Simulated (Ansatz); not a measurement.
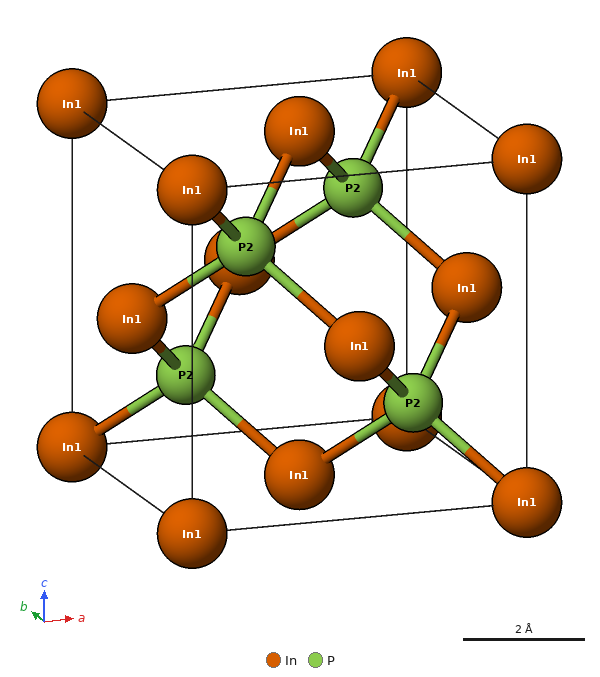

The starting point is solid InP (built on the zincblende type) at its r2SCAN-relaxed geometry. The picture is a ball-and-stick view of the conventional cell (4 times the calculation's cell), seen slightly off an axis. Lengths and directions refer to the drawn axes.

Method: DFT, PBE, plane waves, PAW (Ansatz 0.2.0). Settings: plane-wave cutoff 420 eV; k-point mesh 8 × 8 × 8; occupations fermi dirac; smearing width 0.02 eV; no spin polarisation.

The variant: All lengths are scaled by +0.5 % (volume +1.5 %). The atoms were relaxed with r2SCAN under that strain, and this is a single point on that geometry.

> What is the effect?

Among the bonded contacts that change: In–P 2.558 → 2.571 Å. The space group stays F-43m (No. 216). It lowers the energy by 2.8 meV per atom. The pressure goes from 1.7 to 0.7 GPa. All forces vanish by symmetry.
